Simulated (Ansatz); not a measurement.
Single-point calculation of TaN (part 2 of 3)

The same run, continued: TaN (P6/mmm, 6 atoms in the cell); DFT PBE, scalar-relativistic, plane waves, PAW, spin-polarised (Ansatz 0.2.0); cutoff 420 eV, 4×4×7 k-mesh, Gaussian smearing of 0.05 eV, collinear spins. The structure derives from an entry of the Crystallography Open Database. It belongs to a series of runs on one base structure; here: random orbitals: random, high filling.

Geometry of the input (Å; fractional positions):
```
5.1850  0.0000  0.0000
-2.5925  4.4903  0.0000
0.0000  0.0000  2.9080
Ta 0.0000  0.0000  0.0000
Ta 0.3333  0.6667  0.5000
Ta 0.6667  0.3333  0.5000
N  0.5000  0.0000  0.0000
N  0.5000  0.5000  0.0000
N  0.0000  0.5000  0.0000
```

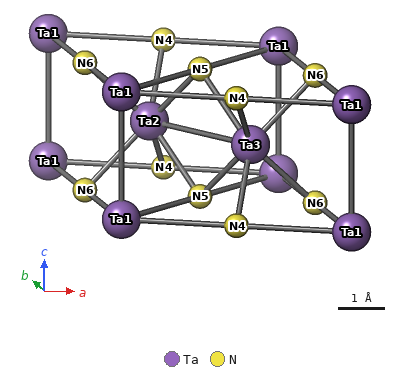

Figure 1. The input geometry (ball-and-stick view of the cell of the calculation, seen slightly off an axis; atoms are numbered from 1 in the order of the input).

### Output, continued
```
SCF iter   1: F=—  HF=-30905.728076 eV  |F-HF|=—  |Δ(HF+E_count)|=         —  Δρ=1.05e-1 (↑1.05e-1 ↓1.03e-1)  dr2=2.35e1  dr2_m=2.02e0  M=4.893 μB ∫|m|=5.408 μB  β_m=0.30  ethr=3.10e-3  ⟨swp⟩=6.9  Hψ=18682  notcnv=0  defer=11
preconditioner: auto → Kerker (q_TF=auto, 2.627 Å⁻¹)  [metal: Δε(μ)=0.021 eV  Ē_g=14.717 eV  σ=0.050 eV  W_gap=0.23  n_scr=26 (ndim 8)  ℏωp=24.7 eV  f_vac=0.000  D(μ)=1.55/eV (n_scr^D=6)]
spin=Collinear: Kerker preconditioning applied to the charge; magnetization (m = ρ↑ − ρ↓) channel mixes plain (no charge-response kernel on spin).
SCF iter   2: F=—  HF=-30902.093312 eV  |F-HF|=—  |Δ(HF+E_count)|=    3.63e0  Δρ=6.66e-2 (↑6.66e-2 ↓6.56e-2)  dr2=8.66e0  dr2_m=1.05e0  M=4.870 μB ∫|m|=5.559 μB  β_m=0.30  ethr=3.10e-3  ⟨swp⟩=3.0  Hψ=8273  notcnv=0  defer=378
SCF iter   3: F=—  HF=-30900.331775 eV  |F-HF|=—  |Δ(HF+E_count)|=    1.76e0  Δρ=4.08e-2 (↑4.08e-2 ↓3.39e-2)  dr2=6.52e-1  dr2_m=5.83e-1  M=4.573 μB ∫|m|=5.656 μB  β_m=0.30  ethr=3.10e-3  ⟨swp⟩=3.9  Hψ=8749  notcnv=0  defer=319
SCF iter   4: F=—  HF=-30900.416684 eV  |F-HF|=—  |Δ(HF+E_count)|=   8.49e-2  Δρ=2.32e-2 (↑2.28e-2 ↓2.32e-2)  dr2=1.10e-1  dr2_m=3.10e-1  M=4.568 μB ∫|m|=5.710 μB  β_m=0.30  ethr=1.21e-3  ⟨swp⟩=2.8  Hψ=7462  notcnv=0  defer=303
SCF iter   5: F=—  HF=-30900.511343 eV  |F-HF|=—  |Δ(HF+E_count)|=   9.47e-2  Δρ=1.71e-2 (↑1.63e-2 ↓1.71e-2)  dr2=9.98e-3  dr2_m=1.70e-1  M=4.540 μB ∫|m|=5.759 μB  β_m=0.30  ethr=2.04e-4  ⟨swp⟩=3.4  Hψ=7591  notcnv=0  defer=303
SCF iter   6: F=—  HF=-30900.576952 eV  |F-HF|=—  |Δ(HF+E_count)|=   6.56e-2  Δρ=1.22e-2 (↑1.20e-2 ↓1.22e-2)  dr2=2.29e-3  dr2_m=9.09e-2  M=4.540 μB ∫|m|=5.795 μB  β_m=0.30  ethr=1.85e-5  ⟨swp⟩=2.1  Hψ=7577  notcnv=0  defer=303
Mixer restart at iter 6: flushing history
spin-set hold released at iteration 6 (site moments contracting): the magnetisation degrees of freedom join the quasi-Newton model from the next iteration; the mixer history was flushed
SCF iter   7: F=—  HF=-30900.612244 eV  |F-HF|=—  |Δ(HF+E_count)|=   3.53e-2  Δρ=8.91e-3 (↑8.83e-3 ↓8.91e-3)  dr2=1.09e-3  dr2_m=4.86e-2  M=4.540 μB ∫|m|=5.824 μB  β_m=0.65  ethr=4.24e-6  ⟨swp⟩=2.3  Hψ=7437  notcnv=0  defer=303
SCF iter   8: F=—  HF=-30900.655118 eV  |F-HF|=—  |Δ(HF+E_count)|=   4.29e-2  Δρ=6.24e-4 (↑5.81e-4 ↓6.24e-4)  dr2=1.50e-4  dr2_m=1.90e-4  M=4.541 μB ∫|m|=5.911 μB  β_m=0.75  ethr=2.01e-6  ⟨swp⟩=3.8  Hψ=11426  notcnv=0  defer=306
SCF iter   9: F=—  HF=-30900.655275 eV  |F-HF|=—  |Δ(HF+E_count)|=   1.57e-4  Δρ=2.78e-4 (↑2.78e-4 ↓2.38e-4)  dr2=3.22e-5  dr2_m=3.34e-5  M=4.541 μB ∫|m|=5.919 μB  β_m=0.87  ethr=2.77e-7  ⟨swp⟩=2.7  Hψ=5955  notcnv=0  defer=306
SCF iter  10: F=—  HF=-30900.655313 eV  |F-HF|=—  |Δ(HF+E_count)|=   3.83e-5  Δρ=3.74e-5 (↑3.74e-5 ↓3.68e-5)  dr2=2.70e-6  dr2_m=2.56e-7  M=4.541 μB ∫|m|=5.924 μB  β_m=0.90  ethr=5.97e-8  ⟨swp⟩=3.1  Hψ=7160  notcnv=0  defer=306
SCF iter  11: F=—  HF=-30900.655313 eV  |F-HF|=—  |Δ(HF+E_count)|=   2.92e-7  Δρ=1.49e-5 (↑1.49e-5 ↓1.30e-5)  dr2=5.58e-7  dr2_m=2.29e-8  M=4.541 μB ∫|m|=5.924 μB  β_m=0.89  ethr=5.00e-9  ⟨swp⟩=2.4  Hψ=6268  notcnv=0  defer=306
SCF iter  12: F=—  HF=-30900.655313 eV  |F-HF|=—  |Δ(HF+E_count)|=   3.77e-8  Δρ=5.89e-6 (↑5.88e-6 ↓5.89e-6)  dr2=8.34e-8  dr2_m=4.37e-9  M=4.541 μB ∫|m|=5.924 μB  β_m=0.95  ethr=1.03e-9  ⟨swp⟩=2.1  Hψ=5586  notcnv=0  defer=306
SCF iter  13: F=—  HF=-30900.655313 eV  |F-HF|=—  |Δ(HF+E_count)|=   4.54e-9  Δρ=1.91e-6 (↑1.31e-6 ↓1.91e-6)  dr2=1.10e-8  dr2_m=2.56e-10  M=4.541 μB ∫|m|=5.924 μB  β_m=0.95  ethr=1.55e-10  ⟨swp⟩=2.1  Hψ=5765  notcnv=0  defer=306
Mixer restart at iter 13: flushing history
SCF iter  14: F=—  HF=-30957.036682 eV  |F-HF|=—  |Δ(HF+E_count)|=         —  Δρ=1.07e-1 (↑9.83e-2 ↓1.07e-1)  dr2=3.61e1  dr2_m=1.60e0  M=0.995 μB ∫|m|=1.948 μB  β_m=0.95  ethr=2.03e-11  ⟨swp⟩=10.6  Hψ=35225  notcnv=0  defer=273
SCF iter  15: F=—  HF=-30956.156674 eV  |F-HF|=—  |Δ(HF+E_count)|=   8.80e-1  Δρ=8.55e-2 (↑8.55e-2 ↓6.24e-2)  dr2=1.48e1  dr2_m=2.22e-1  M=0.205 μB ∫|m|=0.537 μB  β_m=0.01  ethr=2.03e-11  ⟨swp⟩=10.0  Hψ=29966  notcnv=0  defer=300
SCF iter  16: F=—  HF=-30956.056910 eV  |F-HF|=—  |Δ(HF+E_count)|=   9.98e-2  Δρ=8.43e-2 (↑8.43e-2 ↓6.13e-2)  dr2=1.44e1  dr2_m=2.19e-1  M=0.200 μB ∫|m|=0.532 μB  β_m=0.01  ethr=2.03e-11  ⟨swp⟩=6.0  Hψ=16537  notcnv=0  defer=285
SCF iter  17: F=—  HF=-30955.964051 eV  |F-HF|=—  |Δ(HF+E_count)|=   9.29e-2  Δρ=8.34e-2 (↑8.34e-2 ↓6.05e-2)  dr2=1.40e1  dr2_m=2.19e-1  M=0.196 μB ∫|m|=0.530 μB  β_m=0.02  ethr=2.03e-11  ⟨swp⟩=6.2  Hψ=15964  notcnv=0  defer=286
SCF iter  18: F=—  HF=-30955.630834 eV  |F-HF|=—  |Δ(HF+E_count)|=   3.33e-1  Δρ=8.02e-2 (↑8.02e-2 ↓5.72e-2)  dr2=1.25e1  dr2_m=2.28e-1  M=0.189 μB ∫|m|=0.534 μB  β_m=0.04  ethr=2.03e-11  ⟨swp⟩=7.2  Hψ=19026  notcnv=0  defer=286
SCF iter  19: F=—  HF=-30955.388500 eV  |F-HF|=—  |Δ(HF+E_count)|=   2.42e-1  Δρ=7.75e-2 (↑7.75e-2 ↓5.45e-2)  dr2=1.14e1  dr2_m=2.35e-1  M=0.192 μB ∫|m|=0.540 μB  β_m=0.04  ethr=2.03e-11  ⟨swp⟩=7.3  Hψ=19785  notcnv=0  defer=286
SCF iter  20: F=—  HF=-30954.883351 eV  |F-HF|=—  |Δ(HF+E_count)|=   5.05e-1  Δρ=7.09e-2 (↑7.09e-2 ↓4.76e-2)  dr2=9.28e0  dr2_m=2.35e-1  M=0.164 μB ∫|m|=0.532 μB  β_m=0.12  ethr=2.03e-11  ⟨swp⟩=7.6  Hψ=21440  notcnv=0  defer=274
SCF iter  21: F=—  HF=-30953.234823 eV  |F-HF|=—  |Δ(HF+E_count)|=    1.65e0  Δρ=3.92e-2 (↑3.92e-2 ↓1.84e-2)  dr2=1.87e0  dr2_m=2.22e-1  M=0.090 μB ∫|m|=0.529 μB  β_m=0.24  ethr=2.03e-11  ⟨swp⟩=8.7  Hψ=25777  notcnv=0  defer=264
SCF iter  22: F=—  HF=-30953.049680 eV  |F-HF|=—  |Δ(HF+E_count)|=   1.85e-1  Δρ=1.72e-2 (↑1.72e-2 ↓1.39e-2)  dr2=3.59e-1  dr2_m=7.86e-2  M=0.087 μB ∫|m|=0.396 μB  β_m=0.44  ethr=2.03e-11  ⟨swp⟩=8.5  Hψ=25309  notcnv=0  defer=216
SCF iter  23: F=—  HF=-30953.054054 eV  |F-HF|=—  |Δ(HF+E_count)|=   4.37e-3  Δρ=8.19e-3 (↑8.19e-3 ↓6.74e-3)  dr2=1.13e-1  dr2_m=9.94e-3  M=0.044 μB ∫|m|=0.170 μB  β_m=0.72  ethr=2.03e-11  ⟨swp⟩=7.3  Hψ=22085  notcnv=0  defer=208
SCF iter  24: F=—  HF=-30953.031320 eV  |F-HF|=—  |Δ(HF+E_count)|=   2.27e-2  Δρ=1.96e-3 (↑1.91e-3 ↓1.96e-3)  dr2=7.59e-3  dr2_m=8.88e-4  M=-0.011 μB ∫|m|=0.031 μB  β_m=0.77  ethr=2.03e-11  ⟨swp⟩=7.5  Hψ=21229  notcnv=0  defer=212
SCF iter  25: F=—  HF=-30953.031488 eV  |F-HF|=—  |Δ(HF+E_count)|=   1.68e-4  Δρ=5.34e-4 (↑5.34e-4 ↓4.03e-4)  dr2=2.92e-4  dr2_m=6.79e-5  M=-0.005 μB ∫|m|=0.010 μB  β_m=0.88  ethr=2.03e-11  ⟨swp⟩=6.7  Hψ=16843  notcnv=0  defer=212
SCF iter  26: F=—  HF=-30953.031543 eV  |F-HF|=—  |Δ(HF+E_count)|=   5.50e-5  Δρ=1.38e-4 (↑1.38e-4 ↓1.35e-4)  dr2=4.30e-5  dr2_m=1.21e-6  M=-0.001 μB ∫|m|=0.002 μB  β_m=0.86  ethr=2.03e-11  ⟨swp⟩=5.6  Hψ=14466  notcnv=0  defer=212
SCF iter  27: F=—  HF=-30953.031537 eV  |F-HF|=—  |Δ(HF+E_count)|=   5.50e-6  Δρ=4.74e-5 (↑4.74e-5 ↓4.52e-5)  dr2=5.61e-6  dr2_m=3.06e-7  M=-0.001 μB ∫|m|=0.001 μB  β_m=0.82  ethr=2.03e-11  ⟨swp⟩=4.9  Hψ=12083  notcnv=0  defer=212
SCF iter  28: F=—  HF=-30953.031537 eV  |F-HF|=—  |Δ(HF+E_count)|=   5.80e-7  Δρ=1.35e-5 (↑1.35e-5 ↓1.24e-5)  dr2=2.44e-7  dr2_m=4.85e-8  M=-0.000 μB ∫|m|=0.001 μB  β_m=0.91  ethr=2.03e-11  ⟨swp⟩=4.4  Hψ=10565  notcnv=0  defer=212
iter 29 did not close the SCF: its close was put off for a magnetic moment that had not settled (scf_convergence_deferred on its scf_iter line)
SCF iter  29: F=-30953.031537 eV  HF=-30953.031537 eV  |F-HF|=3.77e-9  |Δ(HF+E_count)|=   7.68e-8  Δρ=2.90e-6 (↑2.57e-6 ↓2.90e-6)  dr2=1.16e-8  dr2_m=2.40e-9  M=-0.000 μB ∫|m|=0.000 μB  β_m=0.95  ethr=2.03e-11  ⟨swp⟩=13.6  Hψ=30415  notcnv=0
iter 30 did not close the SCF: its close was put off for a magnetic moment that had not settled (scf_convergence_deferred on its scf_iter line)
SCF iter  30: F=-30953.031537 eV  HF=-30953.031537 eV  |F-HF|=2.15e-10  |Δ(HF+E_count)|=   3.28e-9  Δρ=9.55e-7 (↑8.45e-7 ↓9.55e-7)  dr2=5.06e-10  dr2_m=4.25e-10  M=-0.000 μB ∫|m|=0.000 μB  β_m=0.98  ethr=2.03e-11  ⟨swp⟩=5.0  Hψ=21173  notcnv=0
iter 31 did not close the SCF: its close was put off for a magnetic moment that had not settled (scf_convergence_deferred on its scf_iter line)
SCF iter  31: F=-30953.031537 eV  HF=-30953.031537 eV  |F-HF|=4.00e-11  |Δ(HF+E_count)|=  9.24e-10  Δρ=3.81e-7 (↑3.81e-7 ↓3.72e-7)  dr2=1.26e-10  dr2_m=5.92e-11  M=-0.000 μB ∫|m|=0.000 μB  β_m=0.99  ethr=1.00e-12  ⟨swp⟩=4.8  Hψ=19895  notcnv=0
SCF iter  32: F=-30953.031537 eV  HF=-30953.031537 eV  |F-HF|=1.09e-11  |Δ(HF+E_count)|=  1.13e-10  Δρ=1.00e-7 (↑1.00e-7 ↓9.54e-8)  dr2=9.70e-12  dr2_m=3.48e-12  M=-0.000 μB ∫|m|=0.000 μB  ethr=1.00e-12  ⟨swp⟩=4.3  Hψ=17950  notcnv=0
WARN: the starting moments were not kept: the SCF closed with an absolute magnetisation of 6.8e-6 μB, where they sum to 6 μB in size (3 sites). That is at most 0.1 of that sum. Measured as dr2_m measures the in/out step, that magnetisation stands 4.4e-12 eV from none, at or under the dr2_threshold of 1.0e-7 eV: it is no larger than a step whose dr2_m would equal this threshold. The system may hold no moment; this SCF shows only that its start led to no more than that. To try another start: raise the starting moments (crystal.atoms[].spin, magnetization.per_species, magnetization.initial_magnetization, or on a non-collinear deck that types none of these the spinor_matrix: blocks that start its atoms; where the total moment is fixed, keep their sum and leave initial_magnetization as it is; typed ones take the place of any that the run laid by itself, positive ones on a crystal's lanthanoids without a Hubbard term where scf.initial_density.shell_occupations: [] is typed) or, if the notice of its spin-set hold's release reads "site moments contracting" or "site moments show no strong build", lengthen the hold (scf.mixing.spin_hold: { on: { confirm: 4 } }; for m-r²SCAN on two components see the key's manual first). Each may lead to a state that holds a moment. A second SCF, from the converged charge density, with the starting moments and any scf.initial_density.shell_occupations laid on it anew, would have followed, and was not run: the deck does not ask for one (magnetization.retry_lost_moments is false, the default). To let it run, set magnetization.retry_lost_moments: true and run the deck again, where that key's refused combinations let it; where memory then withholds it, that run's warning says so.
WARN: hamiltonian.hubbard: on 3 of 6 specified blocks the occupation matrix of this SCF's result fails the test of the specified filling. At site 0 ↑ (sites count from 0 in the list of atoms of the cell that this SCF solves) the least filled combination of the orbitals specified full has occupation 0.399, and the fullest combination of the orbitals specified empty has occupation 0.442; the filling counts as kept where the first is at least 0.75 and exceeds the second by more than 0.25. The same holds at site 1 ↑, site 2 ↑. The state of this SCF's result may not hold the specified filling, though these bounds can also misjudge a state that does. This warning does not say which state is lower in energy, or whether the specified filling is a self-consistent state at all; see hamiltonian.hubbard.sites[].starting_ns, Limitations, and scf.initial_density.shell_occupations in the input reference
SCF 1 converged in 32 iterations: F = -30953.031537 eV  dr2 = 9.70e-12
  greatest PAW one-centre occupation: 0.999 electrons in one spin orbital (limit 2), on the Ta atom at site 1 (counted from 0), in its partial waves of l = 0
SCF converged after 32 iterations
Magnetization: -0.0000 μB (27.0000 up, 27.0000 down)
Absolute magnetization: 0.0000 μB (∫|ρ↑−ρ↓|, with the PAW one-centre terms)
Spin contamination: 0.0000 ħ² per cell (⟨S²⟩ above its minimum at these occupations)
Per-site moments (μB) at R_I (Å): [(-2.7992419945000653e-6, 1.0694062910323965), (-3.76462400097127e-8, 0.8607787870202446), (-3.878540269598051e-8, 0.8607787870202446), (8.433730545826091e-8, 0.8607787870202446), (1.1173891001357995e-7, 0.8607787870202448), (7.341339730802458e-8, 0.8607787870202446)]
Free energy (F): -30953.031537 eV
Harris-Foulkes:  -30953.031537 eV  (|F-HF|=1.09e-11)
Internal energy: -30953.028469 eV  (E = F + TS)
E sigma→0 (E₀):  -30953.030003 eV
Entropy (-TS):   -0.003067 eV (-0.511 meV/atom)
Fermi energy:    19.723146 eV
--- Per-component energies (eV) ---
  E_band       = -212.368722
  E_kinetic    = 1500.775045
  E_local      = -2062.576795  (includes V_loc(G=0)·N_el)
  E_nonlocal   = 180.757505
  E_hartree    = 706.720975
  E_xc         = -839.533179
  E_vxc        = -846.670187  (∫ρ·V_xc dr)
  E_paw        = -25572.972829  (= ΣΔE_a)
  E_vpaw       = -398.097132  (= ΣTr[D̂ρ^β])
  E_aug_tail   = 0.000882  (compensation charges beyond the density's cutoff)
  E_ewald      = -4866.200074
  E_smearing   = -0.003067  (= −TS)
  E_closure    = 0.000000  (closes the sum)
  Σ components = -30953.031537   (vs F -30953.031537, Δ=0.00e0)
--- Specified on-site occupations, and those of the state reported ---
  electrons in the specified blocks: 6.3000 specified, 11.1155 found
  site 1 (l=d) ↑: largest change of an orbital's occupation 0.6341; electrons 2.0000 specified, 1.8091 found; spectral distance 0.9952
  site 2 (l=d) ↑: largest change of an orbital's occupation 0.6286; electrons 2.0000 specified, 1.8091 found; spectral distance 0.9952
  site 0 (l=d) ↑: largest change of an orbital's occupation 0.5746; electrons 2.0000 specified, 1.9396 found; spectral distance 0.9498
  site 0 (l=d) ↓: largest change of an orbital's occupation 0.4226; electrons 0.1000 specified, 1.9396 found; spectral distance 0.8353
  site 1 (l=d) ↓: largest change of an orbital's occupation 0.3983; electrons 0.1000 specified, 1.8091 found; spectral distance 0.7674
  site 2 (l=d) ↓: largest change of an orbital's occupation 0.3983; electrons 0.1000 specified, 1.8091 found; spectral distance 0.7674
--- Forces (eV/Å), atoms counted from 1 ---
  atom   1  Ta     0.00000020     0.00000002     0.00000000
  atom   2  Ta     0.00000027     0.00000065     0.00000001
  atom   3  Ta    -0.00000039    -0.00000069    -0.00000010
  atom   4  N     -0.00000002    -0.00000006     0.00000000
  atom   5  N     -0.00000008     0.00000000     0.00000005
  atom   6  N      0.00000005     0.00000001     0.00000004
  max |Σ_I F_I| component: 5.74e-8 eV/Å
--- Stress (GPa, compression-positive) ---
       10.907495       0.000001       0.000000
        0.000001      10.907494      -0.000000
        0.000000      -0.000000       9.462269
  P = ⅓ Tr σ = 10.4258 GPa (104.258 kbar)
--- Band table (eV; the first three rows and the last of 116) ---
  k-point 0 ↑: bands = ["-49.5309", "-49.4823", "-49.2006", "-16.4577", "-16.4577", "-16.0714", "-16.0714", "-15.8418", "-15.7502", "-15.7502", "-15.7018", "-14.9861", "1.2113", "4.4546", "4.4546", "9.4072", "12.4697", "12.4697", "13.4715", "13.4715", "14.0933", "16.4796", "16.6510", "16.6510", "17.1516", "17.6122", "18.4404", "18.4404", "20.5123", "20.5123", "20.9350", "21.8582", "21.8582", "22.8084", "22.9582", "22.9582"]
```
